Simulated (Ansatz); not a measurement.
# Al: a changed input and its effect

System: Al (P6₃/mmc, 4 atoms in the cell).
Method of run A: DFT r2SCAN, scalar-relativistic, plane waves, PAW, no spin polarisation (Ansatz 0.2.0).

The structure derives from a Materials Project entry. Text and figures count atoms from 1; the logs count them from 0 in places.

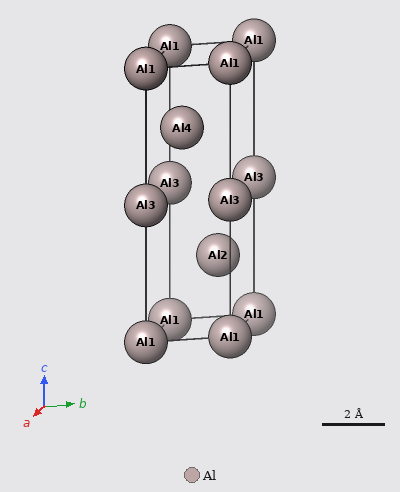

Fig. 1: The structure (spheres-only view of the cell of the calculation, seen slightly off an axis; atoms are numbered from 1 in the order of the input).

## The input, run A
```yaml
crystal:
  lattice:
    - [2.8221979706, 0.0, 0.0]
    - [-1.4110989853, 2.4440951371, 0.0]
    - [0.0, 0.0, 9.2620593335]
  atoms:
    - { symbol: Al, position: [0.0, 0.0, 0.0] }
    - { symbol: Al, position: [0.3333333333, 0.6666666667, 0.25] }
    - { symbol: Al, position: [0.0, 0.0, 0.5] }
    - { symbol: Al, position: [0.6666666667, 0.3333333333, 0.75] }
basis:
  ecutwfc: 500
kpoints:
  mp_grid: { grid: [12, 12, 4] }
hamiltonian:
  xc: r2scan
scf:
  occupations: { method: gaussian, width: 0.1 }
output:
  forces: true
  stress: true
  eigenvalues: true
```

Command:
```bash
ansatz run input.yaml --threads 1 --pin off --max-ram 2560MiB --backend cpu --events-out ev --progress --plain --runs-dir out
```

Hardware: 1 thread of Intel Xeon @ 2.50GHz (Skylake/Cascade Lake), 32 GiB of memory available, shared host.

## Output, shortened to warnings, some set-up lines, iterations and results (run A)
```
Basis set: ecut = 500 eV, 1605 PW (Γ), exchange–correlation on 96×96×288 points (64 copies of the dense FFT grid, shifted against one another)
Symmetry: 24 space group operations
k-points: 57 of 576
Initial density: superposition of atomic densities (neutral atoms: chi_scale 0, normalization atom), corrected by the library's trained network
[...]
SCF iter   1: F=—  HF=-2161.550175 eV  |F-HF|=—  |Δ(HF+E_count)|=         —  Δρ=3.48e-3  dr2=9.01e-3  dr2_τ=1.92e-2  ethr=1.77e-3  ⟨swp⟩=7.3  Hψ=4886  notcnv=0
SCF iter   2: F=—  HF=-2161.578092 eV  |F-HF|=—  |Δ(HF+E_count)|=   2.79e-2  Δρ=2.96e-3  dr2=6.47e-3  dr2_τ=1.64e-5  ethr=7.51e-5  ⟨swp⟩=2.1  Hψ=1581  notcnv=0  defer=20
SCF iter   3: F=—  HF=-2161.576762 eV  |F-HF|=—  |Δ(HF+E_count)|=   1.33e-3  Δρ=4.00e-4  dr2=8.18e-5  dr2_τ=4.65e-6  ethr=5.39e-5  ⟨swp⟩=1.0  Hψ=550  notcnv=0  defer=20
SCF iter   4: F=—  HF=-2161.576782 eV  |F-HF|=—  |Δ(HF+E_count)|=   2.00e-5  Δρ=1.73e-4  dr2=1.70e-5  dr2_τ=4.10e-7  ethr=6.81e-7  ⟨swp⟩=2.3  Hψ=842  notcnv=0  defer=20
SCF iter   5: F=—  HF=-2161.576793 eV  |F-HF|=—  |Δ(HF+E_count)|=   1.11e-5  Δρ=6.73e-5  dr2=1.21e-5  dr2_τ=3.53e-8  ethr=1.42e-7  ⟨swp⟩=2.0  Hψ=822  notcnv=0  defer=20
SCF iter   6: F=—  HF=-2161.576790 eV  |F-HF|=—  |Δ(HF+E_count)|=   3.62e-6  Δρ=1.39e-5  dr2=1.53e-7  dr2_τ=6.54e-10  ethr=1.01e-7  ⟨swp⟩=2.1  Hψ=799  notcnv=0  defer=20
SCF iter   7: F=-2161.576790 eV  HF=-2161.576790 eV  |F-HF|=8.76e-10  |Δ(HF+E_count)|=   4.09e-8  Δρ=2.68e-6  dr2=5.92e-9  dr2_τ=4.74e-11  ethr=8.33e-10  ⟨swp⟩=6.3  Hψ=2837  …
SCF 1 converged in 7 iterations: F = -2161.576790 eV  dr2 = 5.92e-9
SCF converged after 7 iterations
Free energy (F): -2161.576790 eV
Harris-Foulkes:  -2161.576790 eV  (|F-HF|=8.76e-10)
Internal energy: -2161.568725 eV  (E = F + TS)
E sigma→0 (E₀):  -2161.572757 eV
Entropy (-TS):   -0.008065 eV (-2.016 meV/atom)
Fermi energy:    8.314469 eV
--- Per-component energies (eV) ---
  E_band       = 42.132075
  E_kinetic    = 93.847820
  E_local      = 43.078281  (includes V_loc(G=0)·N_el)
  E_nonlocal   = 38.527369
  E_hartree    = 0.479728
  E_xc         = -147.565250
  E_vxc        = -125.574673  (∫ρ·V_xc dr)
  E_paw        = -1892.436105  (= ΣΔE_a)
  E_vpaw       = -13.630737  (= ΣTr[D̂ρ^β])
  E_aug_tail   = -0.000003  (compensation charges beyond the density's cutoff)
  E_vtau       = 4.924548  (kinetic-family band-sum trace: ∫τ·v_τ [+ j·A + Jᵃ·Aᵃ] dr)
  E_ewald      = -297.260134
  E_core_change = -0.240432  (= ΣΔE_core)
  E_smearing   = -0.008065  (= −TS)
  E_closure    = 0.000000  (closes the sum)
  Σ components = -2161.576790   (vs F -2161.576790, Δ=0.00e0)
--- Forces (eV/Å), atoms counted from 1 ---
  atom   1  Al     0.00000000     0.00000000    -0.00000000
  atom   2  Al    -0.00000000     0.00000000     0.00000000
  atom   3  Al     0.00000000     0.00000000     0.00000000
  atom   4  Al     0.00000000    -0.00000000     0.00000000
  max |Σ_I F_I| component: 3.08e-33 eV/Å
--- Stress (GPa, compression-positive) ---
        0.549358      -0.000000       0.000000
       -0.000000       0.549358       0.000000
        0.000000       0.000000      -1.208046
  P = ⅓ Tr σ = -0.0364 GPa (-0.364 kbar)
```

The input of run B differs as follows (lines with − go, lines with + come):
```diff
-    - [2.8221979706, 0.0, 0.0]
-    - [-1.4110989853, 2.4440951371, 0.0]
-    - [0.0, 0.0, 9.2620593335]
+    - [2.8270770242, 0.0, 0.0]
+    - [-1.4135385121, 2.4483205214, 0.0]
+    - [0.0, 0.0, 9.18599307]
-    - { symbol: Al, position: [0.3333333333, 0.6666666667, 0.25] }
+    - { symbol: Al, position: [0.33333333, 0.66666667, 0.25] }
-    - { symbol: Al, position: [0.6666666667, 0.3333333333, 0.75] }
+    - { symbol: Al, position: [0.66666667, 0.33333333, 0.75] }
-  mp_grid: { grid: [12, 12, 4] }
+  mp_grid: { grid: [6, 6, 2] }
```

Predict how the results change.

With the same functional and potentials, run B lies 13.1 meV per atom lower (other lines of the input change too). The pressure goes from −0.04 to 0.73 GPa. The volume per atom goes from 15.97 to 15.90 Å³. The number of SCF iterations is the same. The irreducible k-points go from 57 to 14. The plane waves at Γ go from 1605 to 1593. On the same kind of shared host run B took about 0.47 times as long.

## Output, shortened to warnings, some set-up lines, iterations and results (run B)
```
Basis set: ecut = 500 eV, 1593 PW (Γ), exchange–correlation on 96×96×288 points (64 copies of the dense FFT grid, shifted against one another)
Symmetry: 24 space group operations
k-points: 14 of 72
Initial density: superposition of atomic densities (neutral atoms: chi_scale 0, normalization atom), corrected by the library's trained network
[...]
SCF iter   1: F=—  HF=-2161.605753 eV  |F-HF|=—  |Δ(HF+E_count)|=         —  Δρ=4.07e-3  dr2=1.21e-2  dr2_τ=1.93e-2  ethr=1.77e-3  ⟨swp⟩=7.9  Hψ=1209  notcnv=0
SCF iter   2: F=—  HF=-2161.629765 eV  |F-HF|=—  |Δ(HF+E_count)|=   2.40e-2  Δρ=2.45e-3  dr2=4.27e-3  dr2_τ=8.76e-6  ethr=1.01e-4  ⟨swp⟩=2.1  Hψ=389  notcnv=0  defer=5
SCF iter   3: F=—  HF=-2161.629123 eV  |F-HF|=—  |Δ(HF+E_count)|=   6.42e-4  Δρ=6.81e-4  dr2=4.50e-4  dr2_τ=1.42e-6  ethr=3.56e-5  ⟨swp⟩=1.1  Hψ=151  notcnv=0  defer=5
SCF iter   4: F=—  HF=-2161.629048 eV  |F-HF|=—  |Δ(HF+E_count)|=   7.48e-5  Δρ=2.22e-4  dr2=4.69e-5  dr2_τ=1.49e-7  ethr=3.75e-6  ⟨swp⟩=2.1  Hψ=196  notcnv=0  defer=5
SCF iter   5: F=—  HF=-2161.629042 eV  |F-HF|=—  |Δ(HF+E_count)|=   5.89e-6  Δρ=9.48e-5  dr2=5.54e-6  dr2_τ=2.72e-8  ethr=3.91e-7  ⟨swp⟩=1.6  Hψ=177  notcnv=0  defer=5
SCF iter   6: F=—  HF=-2161.629043 eV  |F-HF|=—  |Δ(HF+E_count)|=   7.51e-7  Δρ=2.80e-5  dr2=5.57e-7  dr2_τ=1.60e-9  ethr=4.62e-8  ⟨swp⟩=2.0  Hψ=213  notcnv=0  defer=5
SCF iter   7: F=-2161.629043 eV  HF=-2161.629043 eV  |F-HF|=4.41e-9  |Δ(HF+E_count)|=   3.24e-8  Δρ=9.59e-6  dr2=6.28e-8  dr2_τ=9.79e-11  ethr=8.33e-10  ⟨swp⟩=6.0  Hψ=648  …
SCF 1 converged in 7 iterations: F = -2161.629043 eV  dr2 = 6.28e-8
SCF converged after 7 iterations
Free energy (F): -2161.629043 eV
Harris-Foulkes:  -2161.629043 eV  (|F-HF|=4.41e-9)
Internal energy: -2161.619466 eV  (E = F + TS)
E sigma→0 (E₀):  -2161.624255 eV
Entropy (-TS):   -0.009576 eV (-2.394 meV/atom)
Fermi energy:    8.220930 eV
--- Per-component energies (eV) ---
  E_band       = 42.507434
  E_kinetic    = 94.021842
  E_local      = 43.290474  (includes V_loc(G=0)·N_el)
  E_nonlocal   = 38.767987
  E_hartree    = 0.474855
  E_xc         = -147.713741
  E_vxc        = -125.772758  (∫ρ·V_xc dr)
  E_paw        = -1892.485893  (= ΣΔE_a)
  E_vpaw       = -13.685419  (= ΣTr[D̂ρ^β])
  E_aug_tail   = -0.000003  (compensation charges beyond the density's cutoff)
  E_vtau       = 4.935569  (kinetic-family band-sum trace: ∫τ·v_τ [+ j·A + Jᵃ·Aᵃ] dr)
  E_ewald      = -297.734555
  E_core_change = -0.240432  (= ΣΔE_core)
  E_smearing   = -0.009576  (= −TS)
  E_closure    = -0.000000  (closes the sum)
  Σ components = -2161.629043   (vs F -2161.629043, Δ=0.00e0)
--- Forces (eV/Å), atoms counted from 1 ---
  atom   1  Al    -0.00000000     0.00000000    -0.00000000
  atom   2  Al    -0.00000000    -0.00000000     0.00000000
  atom   3  Al    -0.00000000     0.00000000     0.00000000
  atom   4  Al     0.00000000     0.00000000     0.00000000
  max |Σ_I F_I| component: 4.63e-18 eV/Å
--- Stress (GPa, compression-positive) ---
        0.014331       0.000000       0.000000
        0.000000       0.014331       0.000000
        0.000000       0.000000       2.161782
  P = ⅓ Tr σ = 0.7301 GPa (7.301 kbar)
```

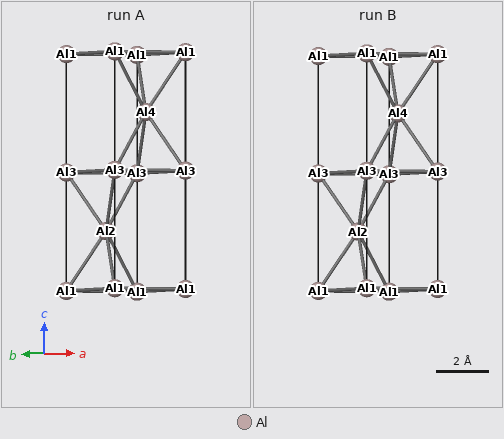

Fig. 2: The two input geometries at one scale (ball-and-stick view of the cell of the calculation, seen at an oblique angle). No atom moves by more than 0.005 Å relative to the cell. The drawn cell changes as follows: a = b 2.822 → 2.827 Å (+0.2 %), c 9.262 → 9.186 Å (−0.8 %); the volume changes by −0.5 %. Among the contacts that change: Al1–Al2 2.831 → 2.817 Å, Al1–Al1 2.822 → 2.827 Å.

## The two runs side by side

```csv
quantity,run A,run B
outcome,converged,converged
free energy per atom (eV),−540.3942,−540.4073
"energy per atom, smearing taken to zero (eV)",−540.3932,−540.4061
gap on the mesh (eV),0.00,0.00
pressure (GPa),−0.04,0.73
volume per atom (Å³),15.97,15.90
largest force (eV/Å),0.000,0.000
SCF iterations,7,7
irreducible k-points,57,14
plane waves at Γ,1605,1593
wall time (shared host),5.8 s,2.7 s
```
